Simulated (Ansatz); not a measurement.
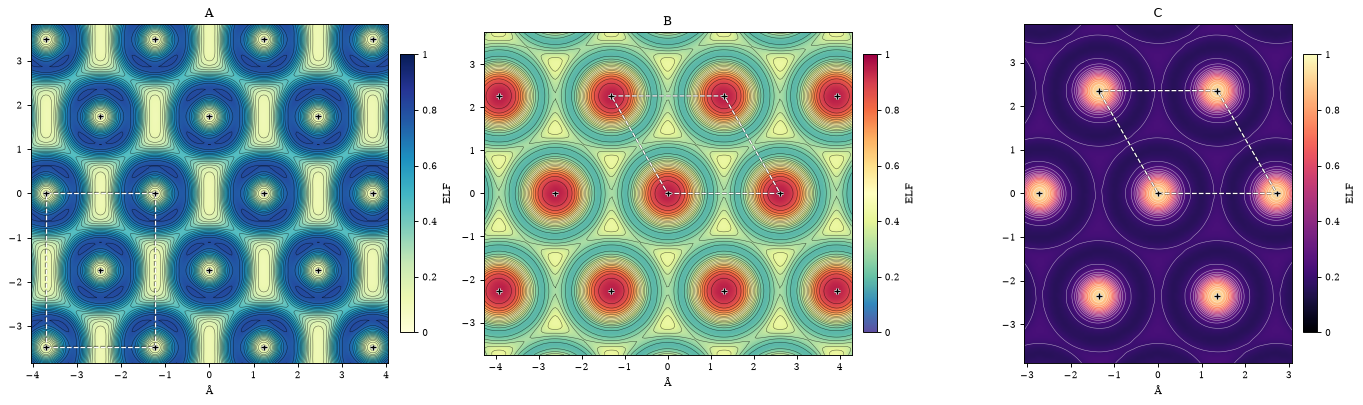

The electron localisation function of 3 systems, each on a plane through atoms (crosses mark nuclei in the plane).

Method: DFT, BLYP, plane waves (420 eV) with PAW, scalar-relativistic in Ansatz.

System 1: C, the (110) plane of the conventional cell. Space group Im-3m; set up as C, bcc; a generated structure, not necessarily the stable one.

System 2: Cu, the (001) plane of the conventional cell. Space group P6₃/mmc; set up as Cu, dhcp; a generated structure, not necessarily the stable one; changed on purpose from its base cell (volume × 1.12); computed pressure about −10 GPa in this cell; computed without spin polarisation.

System 3: Cr, the (001) plane of the conventional cell. Space group P6₃/mmc; set up as Cr, dhcp; a generated structure, not necessarily the stable one; changed on purpose from its base cell (volume × 1.12); computed pressure about −19 GPa in this cell; computed without spin polarisation.

```cif
data_structure
_symmetry_space_group_name_H-M 'P 1'
_symmetry_Int_Tables_number 1
_cell_length_a 2.6175
_cell_length_b 2.6175
_cell_length_c 9.2967
_cell_angle_alpha 90.000
_cell_angle_beta 90.000
_cell_angle_gamma 120.000
_cell_volume 55.16
loop_
_atom_site_label
_atom_site_type_symbol
_atom_site_fract_x
_atom_site_fract_y
_atom_site_fract_z
_atom_site_occupancy
Cr1 Cr 0.00000 0.00000 0.00000 1
Cr2 Cr 0.00000 0.00000 0.50000 1
Cr3 Cr 0.33333 0.66667 0.25000 1
Cr4 Cr 0.66667 0.33333 0.75000 1
```

Which map belongs to which system?

Panel A is system 1, C: the plane holds C. C–C (2.13 Å): the ELF peaks at about 0.80 in the valence shell of C, 0.6 Å from its nucleus, and drops to about 0.45 between the two atoms. Panel B is system 3, Cr: the plane holds Cr. Cr–Cr (2.62 Å): the ELF is about 0.30 at the midpoint (no shared electron pair shows on this line). Panel C is system 2, Cu: the plane holds Cu. Cu–Cu (2.72 Å): the ELF is about 0.20 at the midpoint; no localised pair shows between them.
